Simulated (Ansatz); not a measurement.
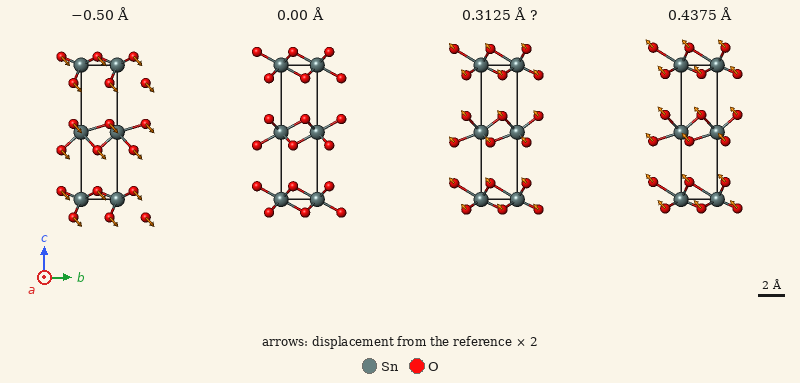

A scan of a crystal of SnO2 (P6_3/mmc): the whole O sublattice is shifted rigidly, towards the nearest copy of atom 5 (O) at 2.749 Å, all else fixed. A ball-and-stick model of the cell of the calculation, repeated 1 × 1 × 1 with one cell outlined, seen along the a axis. Orange arrows: displacements from the reference.

All numbers below come from Ansatz 0.2.0, DFT PBE+D3(BJ), scalar-relativistic, plane waves, PAW. (plane-wave cutoff 420 eV; k-point mesh 12 × 12 × 4; occupations gaussian; smearing width 0.05 eV; no spin polarisation). Energies (free energies at the smearing named) are counted from the relaxed crystal.

```json
{"displacement (Å)": "−0.5000", "ΔE (eV/cell)": "5.41"}
{"displacement (Å)": "−0.2500", "ΔE (eV/cell)": "1.17"}
{"displacement (Å)": "0.0000", "ΔE (eV/cell)": "0.00"}
{"displacement (Å)": "0.0625", "ΔE (eV/cell)": "0.07"}
{"displacement (Å)": "0.1250", "ΔE (eV/cell)": "0.28"}
{"displacement (Å)": "0.1875", "ΔE (eV/cell)": "0.65"}
{"displacement (Å)": "0.3125", "ΔE (eV/cell)": "?"}
{"displacement (Å)": "0.3750", "ΔE (eV/cell)": "2.80"}
{"displacement (Å)": "0.4375", "ΔE (eV/cell)": "3.96"}
```

**Fill in the missing row.**

A straight line between the two neighbours gives 2.08 eV/cell. A cubic through the four nearest rows (0.1250, 0.1875, 0.3750, 0.4375) gives, with Lagrange weights, (−0.2000)(0.28) + (0.5000)(0.65) + (1.0000)(2.80) + (−0.3000)(3.96) = 1.88 eV/cell. The calculation gives 1.88 eV/cell, so the cubic is right to the digits shown and the straight line 0.20 eV/cell too high, as the curve bends upwards here.

The whole profile:

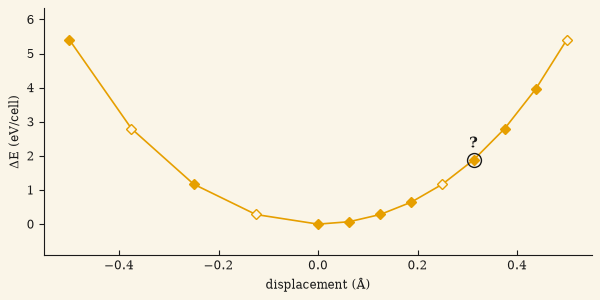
